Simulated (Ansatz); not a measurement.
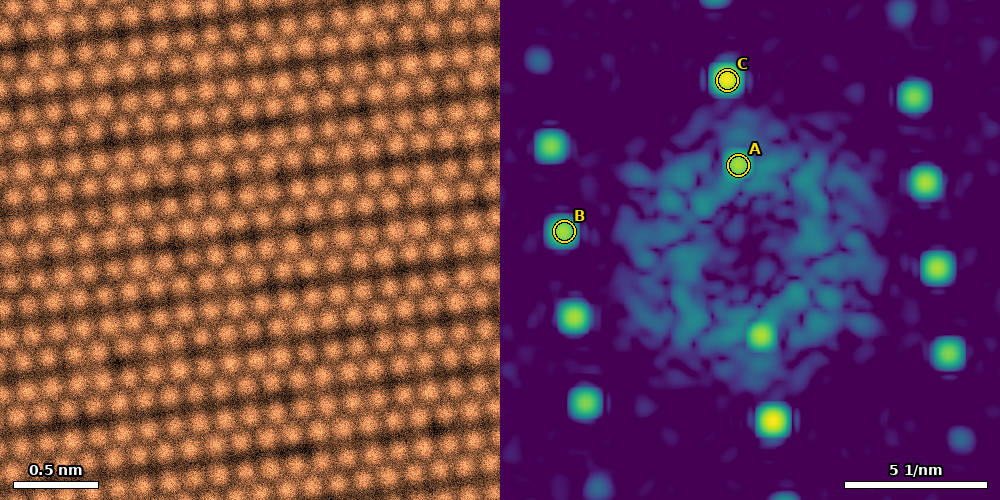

HAADF-like image of Pt (Cmcm, No. 63) along [201]. The image is simulated as a sum over atoms of Z^1.7, blurred by a 0.95 Å probe (no channelling). The probe carries 15 % of its weight in a tail 2.5 times as wide. The display is stretched by a gamma of 0.65; percentages refer to the linear signal. Shot noise and the speckle of an amorphous layer were added. Structure: coordinates from a relaxation with Ansatz 0.2.0, DFT, PBE, plane waves (420 eV) with PAW, scalar-relativistic; the starting structure was generated, so it need not be a known form of this composition.

The right panel is the modulus of the image's Fourier transform on a logarithmic scale.

a = 2.727 Å, b = 6.547 Å, c = 3.742 Å, α = 90.00°, β = 90.00°, γ = 90.00°

> Index the marked spots and give their plane spacings (the zone axis points at the viewer; indices equivalent by symmetry, or all signs reversed, are as good).

A: (020), d = 3.27 Å; B: (-1 1 2), d = 1.50 Å; C: (040), d = 1.64 Å. A and B enclose 77°, and every spot obeys the zone law hu + kv + lw = 0 for [201].
